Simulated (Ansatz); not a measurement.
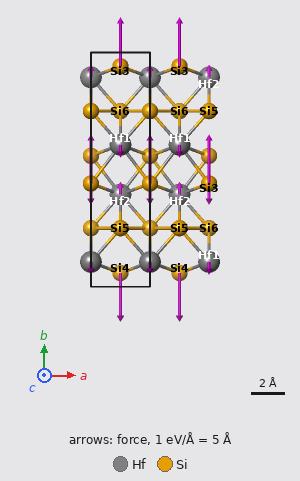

Starting geometry of solid HfSi₂ (set up in Cmcm) (coarse preliminary run) with the computed forces as purple arrows. A ball-and-stick model of the conventional cell (2 times the calculation's cell), repeated 2 × 1 × 1 with one cell outlined, seen along the c axis. Lengths and directions refer to the drawn axes.

All numbers below come from DFT PBEsol, scalar-relativistic, plane waves, PAW in Ansatz 0.2.0.

Input file:
```yaml
crystal:
  lattice:
    - [1.836, -7.285, 0.0]
    - [1.836, 7.285, 0.0]
    - [0.0, 0.0, 3.641]
  atoms:
    - { symbol: Hf, position: [0.894, 0.106, 0.75] }
    - { symbol: Hf, position: [0.106, 0.894, 0.25] }
    - { symbol: Si, position: [0.559, 0.441, 0.75] }
    - { symbol: Si, position: [0.441, 0.559, 0.25] }
    - { symbol: Si, position: [0.25, 0.75, 0.75] }
    - { symbol: Si, position: [0.75, 0.25, 0.25] }
basis:
  ecutwfc: 420
kpoints:
  mp_grid: { grid: [6, 6, 6] }
hamiltonian:
  xc: pbesol
scf:
  occupations: { method: gaussian, width: 0.1 }
output:
  forces: true
  stress: true
  eigenvalues: true
relax:
  adjacent_minimum: "off"
  f_tol: 0.05
  max_steps: 80
  cell: { stress_tol: 0.5 }
```

Launched with:
```bash
ansatz run input.yaml --threads 2 --pin off --max-ram 5120MiB --backend cpu --events-out ev --progress --plain --runs-dir out
```

What follows when this structure is relaxed?

It isn't relaxed: the largest force vector, on Si atoms, is 0.61 eV/Å. The atoms end up moving mostly along the starting forces (cosine between the two patterns 0.97). The largest moves relative to the cell, 0.050 Å, are those of Si3 and Si4. Si3 goes along +b. By element the largest moves are Si 0.050 Å, Hf 0.026 Å. Cell: a 3.672 → 3.670 Å (−0.1 %), b 14.570 → 14.300 Å (−1.9 %), c 3.641 → 3.629 Å (−0.3 %). Volume −2.2 %. Some distances before and after: Hf1–Hf2 3.585 → 3.488 Å, Hf1–Si3 3.025 → 2.929 Å, Si3–Si4 2.504 → 2.411 Å, Hf1–Si6 2.778 → 2.764 Å. The space group stays Cmcm (No. 63). The energy falls by 11.4 meV per atom in 4 accepted moves (6 points after the start). The largest force component goes from 0.61 to 0.0034 eV/Å. Pressure: −2.86 GPa at the start and −0.01 GPa at the end. The line search rejected the trial step at point 4 of the run. At 1 point the geometry stayed and the basis and grid were re-selected for the new cell (energy shift of 0.1 meV per atom at most each time).
